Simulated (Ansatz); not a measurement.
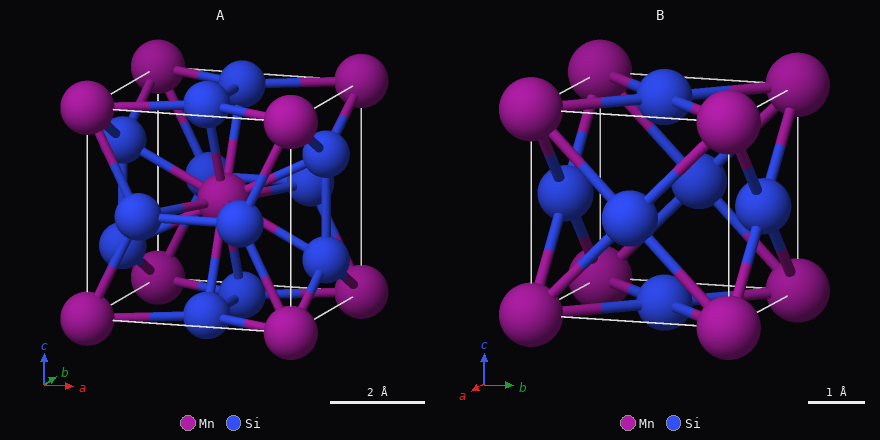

Two structures of MnSi₃, each relaxed to rest (conventional cells in solid outline, small ones repeated, not to one scale). Method: Ansatz 0.2.0, DFT PBE, scalar-relativistic, plane waves, PAW, with collinear spins.

**Name structures A and B.**

A: Cr₃Si (A15) type, Pm-3n. B: Cu₃Au (L1₂) type, Pm-3m.

**Compare their energies: which is lower?**

A is lower, by 211 meV/atom at this level of theory (energies at zero smearing). Volumes: A 12.3, B 13.6 Å³/atom.

One or both may be structure types tried for this composition rather than known phases.
